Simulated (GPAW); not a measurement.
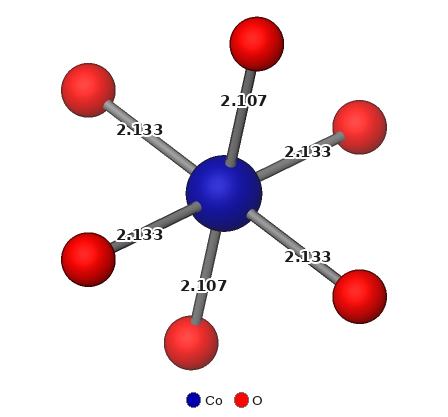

The surroundings of site Co1 (at 0.000, 0.000, 0.000) in CoO (I4/mmm), with bond lengths in Å.

Source of the atomic positions: an entry of the Crystallography Open Database, as set up for an electronic-structure calculation.

```
Co O
1.0
     3.01600    0.00000    0.00000
     0.00000    3.01600    0.00000
     0.00000    0.00000    4.21450
Co O
2 2
Direct
  0.00000 0.00000 0.00000
  0.50000 0.50000 0.50000
  0.00000 0.00000 0.50000
  0.50000 0.50000 0.00000
```

Bond valence s = exp((R0 − d)/b), R0 fitted to published crystal structures with b = 0.37 Å, summed over all anions within 5 Å; R0 in Å: Co2+–O 1.696; Co3+–O 1.685.

**Which oxidation state of Co do these bonds support?**

With the Co2+ parameters the computed sum is 2 × 0.329 + 4 × 0.307 = 1.89. With the Co3+ parameters the computed sum is 2 × 0.320 + 4 × 0.298 = 1.83. The sum matches its own assumption best for Co2+, which also balances the formula's charge.

**And over the whole structure?**

| site | x, y, z | formal valence | bond-valence sum | difference |
| --- | --- | --- | --- | --- |
| Co1 | 0.000, 0.000, 0.000 | +2 | 1.93 | -0.07 |
| O1 | 0.000, 0.000, 0.500 | −2 | 1.93 | -0.07 |

These sums include all anions within 5 Å. The global instability index (root mean square of the differences over all atoms) is 0.07 v.u.: little strain. The cell was not relaxed for this table, and a volume that is off by a few per cent shifts all sums together.
